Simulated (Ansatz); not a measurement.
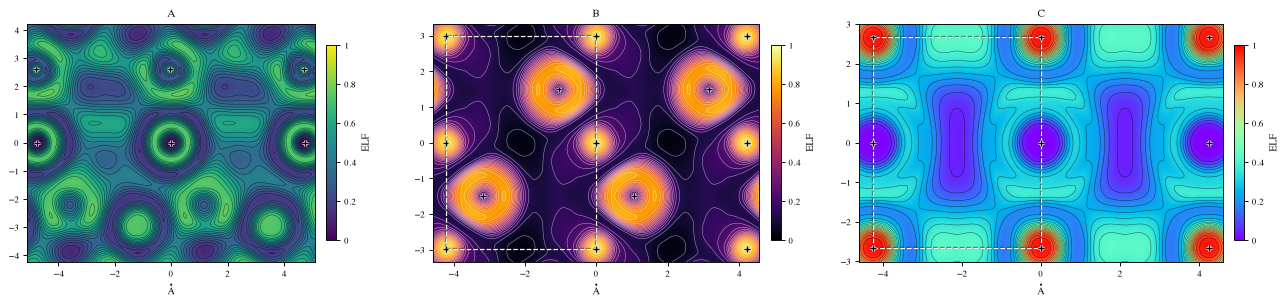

The ELF of 3 systems, each on a plane through atoms (crosses mark nuclei in the plane).

Theory: DFT PBEsol, scalar-relativistic, plane waves, PAW (Ansatz 0.2.0).

System 1: Cu2O, the (011) plane of the conventional cell. Space group Pn-3m; computed without spin polarisation.

```cif
data_structure
_symmetry_space_group_name_H-M 'P 1'
_symmetry_Int_Tables_number 1
_cell_length_a 4.2224
_cell_length_b 4.2224
_cell_length_c 4.2224
_cell_angle_alpha 90.000
_cell_angle_beta 90.000
_cell_angle_gamma 90.000
_cell_volume 75.28
loop_
_atom_site_label
_atom_site_type_symbol
_atom_site_fract_x
_atom_site_fract_y
_atom_site_fract_z
_atom_site_occupancy
Cu1 Cu 0.25000 0.25000 0.25000 1
Cu2 Cu 0.25000 0.75000 0.75000 1
Cu3 Cu 0.75000 0.75000 0.25000 1
Cu4 Cu 0.75000 0.25000 0.75000 1
O1 O 0.00000 0.00000 0.00000 1
O2 O 0.50000 0.50000 0.50000 1
```

System 2: CoSn, the (11̄0) plane of the conventional cell. Space group P6/mmm; a structure from a database of computed crystals, not necessarily the ambient phase; changed on purpose from its base cell (volume × 1.06, shape and atoms relaxed); computed pressure about −7 GPa in this cell; computed without spin polarisation.

```yaml
crystal:
  lattice:
    - [5.32209, 0.00000, 0.00000]
    - [-2.66104, 4.60906, 0.00000]
    - [0.00000, 0.00000, 4.25023]
  atoms:
    - { symbol: Co, position: [0.00000, 0.50000, 0.00000] }
    - { symbol: Co, position: [0.50000, 0.50000, 0.00000] }
    - { symbol: Co, position: [0.50000, 0.00000, 0.00000] }
    - { symbol: Sn, position: [0.66667, 0.33333, 0.50000] }
    - { symbol: Sn, position: [0.33333, 0.66667, 0.50000] }
    - { symbol: Sn, position: [0.00000, 0.00000, 0.00000] }
```

System 3: TaSi2, the (101) plane of the conventional cell. Space group P6₄22; computed without spin polarisation.

Match each panel to its system.

Panel A is system 3, TaSi2: the plane holds Ta and Si. Ta–Si (2.60 Å): the ELF peaks at about 0.75 in the valence shell of Si, 0.9 Å from its nucleus, and is about 0.40 at the midpoint. Panel B is system 1, Cu2O: the plane holds Cu and O. Cu–O (1.83 Å): the ELF peaks at about 0.85 in the valence shell of O, 0.6 Å from its nucleus, and is about 0.25 at the midpoint (no shared electron pair shows on this line). Panel C is system 2, CoSn: the plane holds Co and Sn.
